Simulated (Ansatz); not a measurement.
# Ga2S3 (Imm2): the gap up the ladder of methods, part 2 of 2

Aim: the gap of Ga2S3 (Imm2) at several levels of theory on one structure, with the time that each takes.

Ansatz 0.2.0; density functionals, hybrids and G0W0, plane waves, PAW. Known limits of the many-body steps: finite bands, screening cutoff and k mesh; no spin-orbit coupling in G0W0; d shells not analysed.

So far. Step 5 (HSE06 on the 6×6×6 mesh): Over mesh and listed points the gap is 2.595 eV, from k = (0.500, -0.500, 0.500) to k = Γ. The least direct gap found is 2.722 eV, at k = Γ. HSE06 against LDA: 2.595 − 1.250 = +1.345 eV. The runs also differ in mesh (8×8×8 and 6×6×6), so how much of this comes from the functional alone is not known. Step 6 (G0W0@LDA, 6×6×6 mesh, 866 empty bands, screening to 230 …): Over 21 of 46 irreducible mesh points the G0W0 gap is 2.640 eV, from k = (-0.500, -0.500, -0.500) to k = Γ.

In doubt: masses and optical values from hybrid runs of this build are listed as unsure (step 7), which bears on the screening that GW takes from such a start.

## Step 7: G0W0@HSE06, 6×6×6 mesh, 402 empty bands, screening to 138 eV, PAW set soft_1 files

This step: G0W0 on HSE06, plane waves, PAW; PAW set soft_1.

input.yaml reads:

```yaml
crystal:
  lattice:
    - [-1.83633776, 5.57061928, 2.67305246]
    - [1.83633776, -5.57061928, 2.67305246]
    - [1.83633776, 5.57061928, -2.67305246]
  atoms:
    - { symbol: Ga, position: [0.16642079, 0.00736566, 0.15905513] }
    - { symbol: Ga, position: [0.84831053, 0.00736566, 0.84094487] }
    - { symbol: S, position: [0.90747666, 0.24172383, 0.66575283] }
    - { symbol: S, position: [0.575971, 0.24172383, 0.33424717] }
    - { symbol: S, position: [0.25182003, 0.25182003, 0.0] }
kpoints:
  mp_grid: { grid: [6, 6, 6] }
hamiltonian:
  xc: hse06
  pseudopotentials: { kind: paw, azcp: { folder: soft_1 } }
scf:
  occupations: { method: fixed }
gw:
  n_empty_bands: 402
  ecut_chi: 138
  qp_bands: [v2, c2]
  qp_kpoints: band_edges
  screening: { model: contour_deformation }
```

Started as:

```bash
$ ansatz run input.yaml --threads 2 --pin off --max-ram 73728MiB --backend cuda --events-out ev --progress --plain --runs-dir out --devices 1 --max-vram 13GiB
```

Numbers of over 12 decimals in the logs are rounded to 6 here.

The program printed:

```text
GPUs: using 1 of 1 available (devices: 1).
[...]
GPU FFT provider: cuFFT
GPU libraries: cuBLAS 13.8.2, cuFFT 12.4.0, cuSOLVER 12.3.4
Crystal: 5 atoms, lattice volume = 109.376 Å³
Basis set: ecut = 420 eV, 2133 PW (Γ)
Bands: 27, of which v1, the nominal top of the filled ones, is band 22 counted from 1 (21 counted from 0)
Symmetry: 4 space group operations
[...]
k-points: 46 of 216 (time reversal used)
[...]
3    23      8.4552    -6.3387    -3.5878   -10.0085  0.8294     8.5372     8.5371  root
     3    24      8.7018    -8.6011    -3.7905   -12.6875  0.8159     8.9984     8.9977  root
[...]
45    21      3.0947   -19.1090     1.7469   -16.9431  0.7923     2.6741     2.6757  root
    45    22      5.0721   -18.7975     1.9761   -16.3589  0.7818     4.6072     4.6095  root
    45    23      8.2643    -6.6938    -3.7027   -10.5113  0.8277     8.3791     8.3790  root
    45    24      8.6545    -8.4382    -3.7883   -12.4985  0.8180     8.9271     8.9265  root
[key lines of the parts left out:]
Free energy (F): -10278.369295 eV
Fermi energy:    5.072117 eV
```

The job ended after 9.4 min (1 × NVIDIA H100 80GB HBM3 (shared by 6 runs) with 2 threads of AMD EPYC 7R13 (Zen 3), shared host; peak memory 3.9 GiB).

This step gave:

```
bands summed                                    : 424
RPA ε∞ on this mesh (eigenvalues)               : 4.384, 4.564, 4.604
plane waves in the screening matrix             : 409
G0W0 gap over the corrected points              : 3.266 eV
k of the valence top                            : -0.5, -0.5, -0.5
k of the conduction bottom                      : 0, 0, 0
starting gap on the mesh                        : 2.595 eV
Z at the valence top                            : 0.7818
Z at the conduction bottom                      : 0.8173
least direct G0W0 gap over the corrected points : 3.392 eV
```

Over 20 of 46 irreducible mesh points the G0W0 gap is 3.266 eV, from k = (-0.500, -0.500, -0.500) to k = Γ. The HSE06 gap of this run on the mesh is 2.595 eV. The two states that bound the G0W0 gap lie that far apart at the start, so the correction of the gap is 3.266 − 2.595 = +0.671 eV. G0W0@HSE06 against G0W0@LDA with 424 bands (a further run, in the table below): 3.266 − 2.650 = +0.616 eV, with the same mesh, files and cutoffs, and both edges at the same k points.

## Step 8: All levels together

Each gap is the least one over the points named; times are wall times on shared hosts, not benchmarks. A G0W0 time includes the run's own self-consistent start. Runs with listed points see these and the mesh alone, so an edge that moves elsewhere is missed. Rows marked * are further runs, not shown as steps, whose inputs differ from the G0W0 step on the same start in the columns given; solver thresholds can differ too. Symmetry makes (0.500, -0.500, 0.500) and (-0.500, -0.500, -0.500) one point.

```csv
level,mesh,"files, cutoff","bands summed, screening",points,gap (eV),valence top,conduction bottom,least direct gap (eV),time
LDA,8×8×8,"soft_1 PAW, 420 eV",-,mesh and path,1.250,"(0.500, -0.500, 0.500)",Γ,1.382,12 s
LDA+SOC,8×8×8,"soft_1 PAW, 420 eV",-,mesh and listed points,1.251,"(0.500, -0.500, 0.500)",Γ,1.381,24 s
r2SCAN,8×8×8,"soft_1 PAW, 500 eV",-,mesh and listed points,1.964,"(0.500, -0.500, 0.500)",Γ,2.095,16 s
HSE06,6×6×6,"soft_1 PAW, 420 eV",-,mesh and listed points,2.595,"(0.500, -0.500, 0.500)",Γ,2.722,64 s
G0W0@LDA*,6×6×6,"soft_1 PAW, 420 eV","164, 69 eV",21 of 46 irreducible mesh points,2.632,"(-0.500, -0.500, -0.500)",Γ,2.760,94 s
G0W0@LDA*,6×6×6,"soft_1 PAW, 420 eV","424, 138 eV",21 of 46 irreducible mesh points,2.650,"(-0.500, -0.500, -0.500)",Γ,2.770,3.3 min
G0W0@LDA,6×6×6,"soft_1 PAW, 420 eV","888, 230 eV",21 of 46 irreducible mesh points,2.640,"(-0.500, -0.500, -0.500)",Γ,2.757,12 min
G0W0@LDA*,4×4×4,"soft_1 PAW, 420 eV","424, 138 eV",10 of 18 irreducible mesh points,2.640,"(-0.500, -0.500, -0.500)",Γ,2.762,35 s
G0W0@HSE06,6×6×6,"soft_1 PAW, 420 eV","424, 138 eV",20 of 46 irreducible mesh points,3.266,"(-0.500, -0.500, -0.500)",Γ,3.392,9.4 min
```

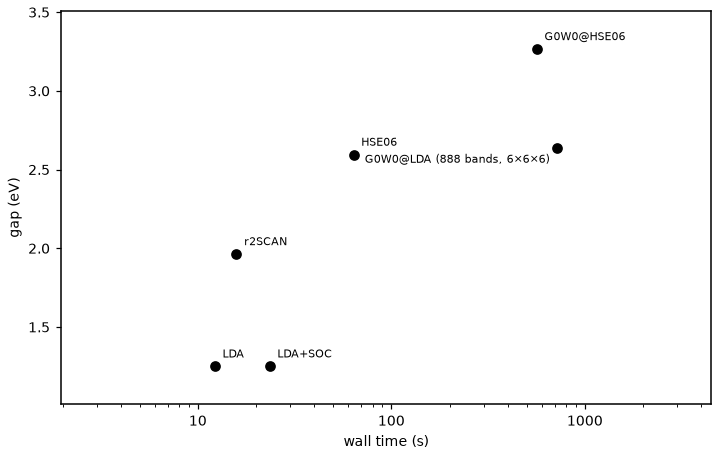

Gap against wall time for the runs shown as steps.

## Step 9: Outcome

| Quantity | Value |
| --- | --- |
| LDA, over mesh and path | 1.250 eV |
| LDA+SOC, over mesh and listed points | 1.251 eV |
| r2SCAN, over mesh and listed points | 1.964 eV |
| HSE06, over mesh and listed points | 2.595 eV |
| G0W0@LDA (888 bands, 6×6×6), over 21 of 46 irreducible mesh points | 2.640 eV |
| G0W0@HSE06, over 20 of 46 irreducible mesh points | 3.266 eV |
| known limits | finite bands, screening cutoff and k mesh; no spin-orbit coupling in G0W0; d shells not analysed |

The rows run from 1.250 eV (LDA) to 3.266 eV (G0W0@HSE06). They differ in mesh, plane-wave cutoff, bands and screening cutoff of G0W0 and the points over which the gap was sought as well as in level, so only pairs that share these are like for like. LDA+SOC against LDA: 1.251 − 1.250 = +0.001 eV, with the same mesh, set of files (read in its fully relativistic form for the spin-orbit run) and cutoff, and both edges at the same k points. The spin-orbit run sees mesh and listed points alone, so its gap is an upper bound: the coupling can move an edge off these points, the more so as this crystal has no centre of inversion, and the change over the zone, its sign included where it is small, is not known. G0W0@HSE06 against G0W0@LDA with 424 bands: 3.266 − 2.650 = +0.616 eV, with the same mesh, files and cutoffs, and both edges at the same k points. G0W0@LDA (888 bands, 6×6×6) moves the gap of its own start on the mesh by 2.640 − 1.250 = +1.390 eV, between the same two levels. Both edges that LDA shows over mesh and path lie at k points where levels were corrected. Levels at other points were not corrected, so a lower G0W0 gap elsewhere in the zone is not ruled out. G0W0@HSE06 moves the gap of its own start on the mesh by 3.266 − 2.595 = +0.671 eV, between the same two levels. Both edges that HSE06 shows over mesh and listed points lie at k points where levels were corrected. Levels at other points were not corrected, so a lower G0W0 gap elsewhere in the zone is not ruled out. What spin-orbit coupling does to the G0W0 levels was not computed, so no sum with the G0W0 gap is formed. For G0W0@LDA: from 164 bands and 69 eV to 888 bands and 230 eV the gap moves by 2.640 − 2.632 = +0.008 eV (rung by rung 2.632, 2.650, 2.640 eV); bands and screening cutoff rise together, so their parts are not told apart. The gap turns back along the series (2.632, 2.650, 2.640 eV), so no line is drawn and the limit is not known. The other G0W0 rows are shown at one basis each (424 bands), so their distance from the limit is not known here. With the 4×4×4 mesh in place of the 6×6×6 mesh and all else as in the G0W0@LDA row with 424 bands, the gap differs by 2.640 − 2.650 = −0.010 eV, and that of the start by 1.249 − 1.250 = −0.001 eV. The G0W0 runs are scalar-relativistic. One-shot GW is known to converge slowly in bands for compounds with shallow d shells. The cell holds Ga; the filling of the d shell and its place against the gap were not analysed here. G0W0 is shown with one set of atomic data (soft_1 PAW), so the error from the files is not known here. Failed or unusable runs of this series, left out of the table: G0W0@LDA (6×6×6 mesh, soft_1 PAW files, 420 eV, 402 empty bands) reached its time limit after 56 s.

[Paths, hosts, dates, memory and timing lines, banners, echoed tables and standing remarks are left out of the program output.]

[Logs are printed without paths, hosts, clocks, repeated set-up lines and the standing remarks that a program may print on its own settings, such as how far it seeks lower states.]

[Runs of the session that timed out or met a known fault of the program may be left out.]

[Cells called generated may have been cut or substituted from an entry of the Crystallography Open Database or the Materials Project.]

[Hosts, paths, dates, database ids (printed as entryN), source tags and the programs' standing remarks are cut or masked in the printed files.]

[Where an RPA ε∞ is given, it is that of the G0W0 mesh and is not shown converged in it. Names of k-points follow the symmetry that the program found, which can be lower than the space group named. Band edges on a path are those of the sampled points; other points can move an edge, and change direct to indirect where valleys lie close.]

[Hybrid gaps are those of their k-mesh and are not shown converged in it.]
